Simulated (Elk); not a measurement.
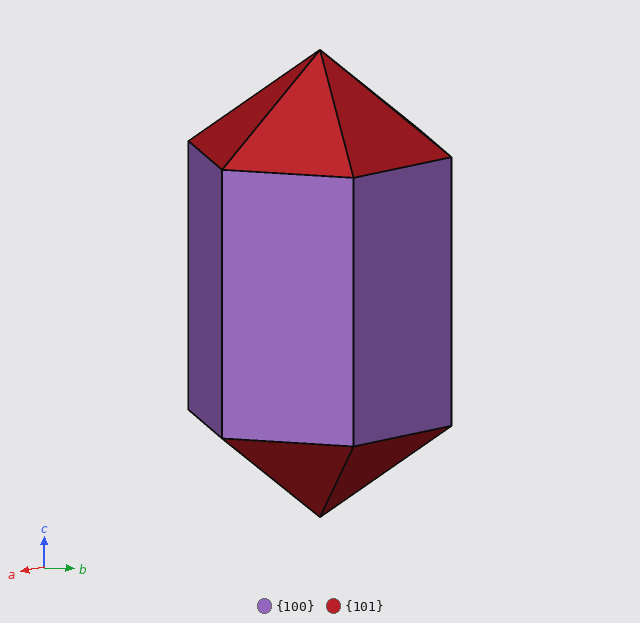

H, space group P6_3/mmc (No. 194), a = 5.170 Å, b = 5.170 Å, c = 3.850 Å, α = 90.00°, β = 90.00°, γ = 120.00°. Crystal habit computed by the BFDH rule (growth rate of a face proportional to 1/d, systematic absences taken into account). This is a geometric estimate, not an energy calculation. Geometry: the structure of a calculation's input, shown in its standard cell. Forms under 0.4 % of the area are left out.

**Which form makes up most of the surface, and how much?**

{100}, with 6 faces and about 64 % of the area; its spacing is d = 4.478 Å.

**How many faces does the whole crystal have, by form?**

18 faces: 6 of {100} and 12 of {101}.

**List the forms with their spacings and shares.**

```csv
form,faces,d (Å),share of area (%)
{100},6,4.478,63.8
{101},12,2.919,36.2
```
